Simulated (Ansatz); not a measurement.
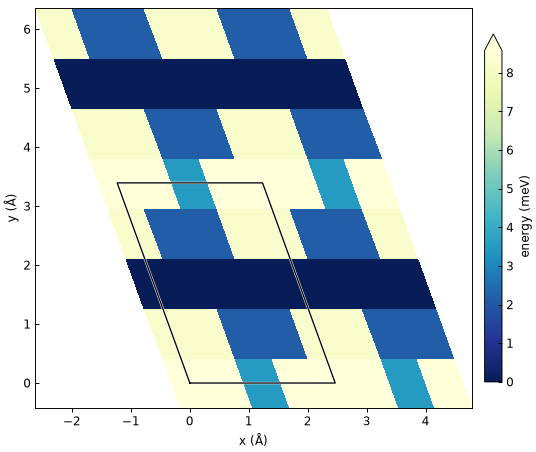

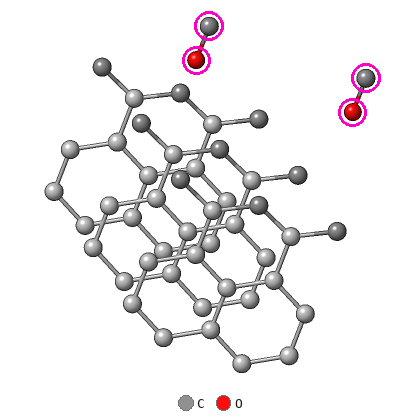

Energy landscape of CO on a C(010) slab cut from the Fmmm phase, its upper half relaxed before the scan (24 atoms of substrate and one adsorbate in a 2 × 2 cell). CO (O end down) is moved over the surface cell at a fixed height above a rigid substrate; the origin of the map has the adsorbate above C21; the height is held at 3.10 Å. Places are given modulo a cell vector. The map is drawn in real space over the plane of the surface. The scan uses a 4 × 4 grid; 7 points were computed and 9 follow by symmetry. Places are given in fractions of the 1 × 1 surface cell. All energies are given in meV relative to the lowest grid point. At a fixed height the lowest place need not be the adsorption site. Theory: Ansatz, DFT PBE+D3(BJ), scalar-relativistic, plane waves, PAW. Settings: cutoff 420 eV, k-mesh 6×4×1, gaussian smearing 0.05 eV, no spin polarisation.

In the figure: one coloured cell a grid point, the outline of one cell of the 2 × 2 shown, one colour for all values above the top of the scale. The second picture is the structure at the lowest point; rings mark the moved atoms.

Q: Describe this landscape.

A: The lowest grid point is at the trough between two rows of top atoms, (0/4, 2/4) of the cell vectors. The same energy is found at the trough between two rows of top atoms, (2/4, 2/4) of the cell vectors. The highest grid point, the top site over a surface C atom, (0/4, 0/4) of the cell vectors, lies 17.9 meV above the lowest.

The input of one point:

```yaml
crystal:
  lattice:
    - [4.9311586502, 0.0, 0.0]
    - [-2.4655793251, 6.7895556517, 0.0]
    - [0.0, 0.0, 24.0859273492]
  atoms:
    - { symbol: C, position: [0.25, 0.0, 0.1660720778] }
    - { symbol: C, position: [0.25, 0.5, 0.1660720778] }
    - { symbol: C, position: [0.75, 0.0, 0.1660720778] }
    - { symbol: C, position: [0.75, 0.5, 0.1660720778] }
    - { symbol: C, position: [0.0, 0.0, 0.1955956979] }
    - { symbol: C, position: [0.0, 0.5, 0.1955956979] }
    - { symbol: C, position: [0.5, 0.0, 0.1955956979] }
    - { symbol: C, position: [0.5, 0.5, 0.1955956979] }
    - { symbol: C, position: [0.0, 0.0, 0.2546772037] }
    - { symbol: C, position: [0.0, 0.5, 0.2546772037] }
    - { symbol: C, position: [0.5, 0.0, 0.2546772037] }
    - { symbol: C, position: [0.5, 0.5, 0.2546772037] }
    - { symbol: C, position: [0.25, 0.0, 0.2834904297] }
    - { symbol: C, position: [0.25, 0.5, 0.2834904297] }
    - { symbol: C, position: [0.75, 0.0, 0.2834904297] }
    - { symbol: C, position: [0.75, 0.5, 0.2834904297] }
    - { symbol: C, position: [0.25, 0.0, 0.3453287427] }
    - { symbol: C, position: [0.25, 0.5, 0.3453287427] }
    - { symbol: C, position: [0.75, 0.0, 0.3453287427] }
    - { symbol: C, position: [0.75, 0.5, 0.3453287427] }
    - { symbol: C, position: [0.0, 0.0, 0.3710020054] }
    - { symbol: C, position: [0.0, 0.5, 0.3710020054] }
    - { symbol: C, position: [0.5, 0.0, 0.3710020054] }
    - { symbol: C, position: [0.5, 0.5, 0.3710020054] }
    - { symbol: O, position: [0.0, 0.25, 0.4997078657] }
    - { symbol: C, position: [0.0, 0.25, 0.5474535881] }
basis:
  ecutwfc: 420
kpoints:
  mp_grid: { grid: [6, 4, 1] }
hamiltonian:
  xc: pbe
  pseudopotentials: { kind: paw, azcp: { folder: soft_1 } }
  dispersion: d3bj
scf:
  occupations: { method: gaussian, width: 0.05 }
output:
  forces: true
  eigenvalues: true
efield:
  axis: 3
  dipole_correction: true
  ramp_width: 0.04
```

Each point was launched as `ansatz run input.yaml --threads 2 --pin off --max-ram 6144MiB --backend cpu --events-out ev --progress --plain --runs-dir out`. The whole map (7 points run) took 12 min on 2 threads of Arm Neoverse N1, with other jobs on the host.
